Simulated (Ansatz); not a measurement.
# HCl: what the fields show

Input file:

```
crystal:
  lattice:
    - [0.0, 2.675, 2.855]
    - [2.515, 0.0, 2.855]
    - [2.515, 2.675, 0.0]
  atoms:
    - { symbol: Cl, position: [0.5, 0.5, 0.5] }
    - { symbol: H, position: [0.0, 0.0, 0.0] }
hamiltonian:
  xc: r2scan
  pseudopotentials: { kind: paw }
kpoints:
  mp_grid: { grid: [9, 9, 9] }
scf:
  occupations: { method: fermi_dirac, width: 0.05 }
output:
  forces: true
  stress: true
  eigenvalues: true
  write_density: true
  write_potential: true
  elf: true
  volumetric_format: npy
relax:
  f_tol: 0.01
  max_steps: 40
  cell: { stress_tol: 0.05, p_target: 20.0 }
```

Launched as:

```sh
ansatz run input.yaml --threads 2 --pin off --max-ram 5632MiB --backend cpu --events-out ev --progress --plain --runs-dir out
```

Below, planes, directions and counts refer to the conventional cell (a = 3.82 Å, b = 3.82 Å, c = 2.98 Å, α = 90.00°, β = 90.00°, γ = 90.00°).

The fields are those of the run's last geometry, not of the input's.

Space group I4/mmm; computed pressure about 20 GPa in this cell.

Level of theory: Kohn-Sham DFT of a periodic cell, r2SCAN, Ansatz PAW in Ansatz.

The density is the valence pseudo-density of a PAW calculation; it isn't the true density close to the nuclei.

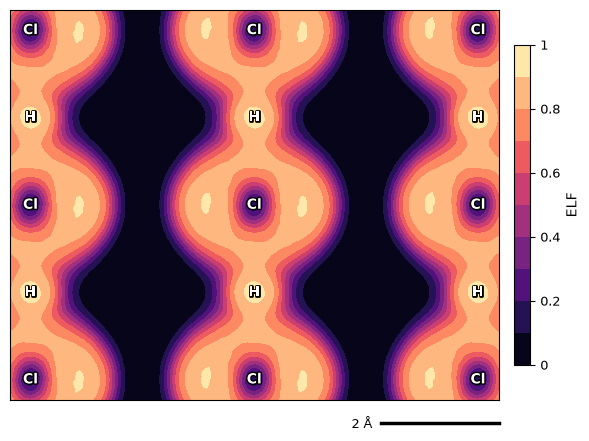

Figure 1. Electron localisation function on the (100) plane of the conventional cell.

What do the fields say about this system?

The section cuts through Cl and H sites.
Cl–H (1.49 Å): the ELF climbs to about 0.90 towards the hydrogen, as it does in any bond to H.
The ELF also peaks beside Cl, away from the bonds: lone-pair regions.

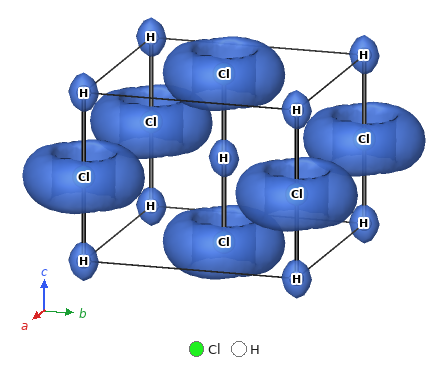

Figure 2. Isosurface of the electron localisation function at 0.85 (blue), seen slightly off an axis. Core shells and regions of very low density are left out. Sticks mark near contacts.

Describe the localisation domains.

The surface consists of two regions around hydrogen nuclei and two regions wrapped around Cl (the valence shell of each), counted in one cell of 4 atoms. Regions shared between cells count once.

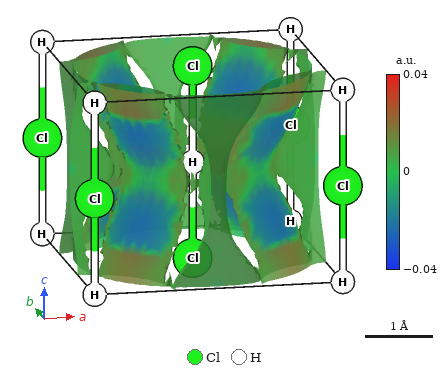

Figure 3. Non-covalent interaction (NCI) plot: the surface where the reduced density gradient is 0.6, for densities under 0.05 a.u., coloured by sign(λ₂)ρ; seen slightly off an axis.

Identify the weak interactions.

Extended surface: van der Waals contact with attractive (blue) spots.

Does the calculation make it a metal, or give it a gap?

It is gapped, with a Kohn–Sham gap of 0.54 eV on the k-point mesh, an upper bound to the gap of this method.
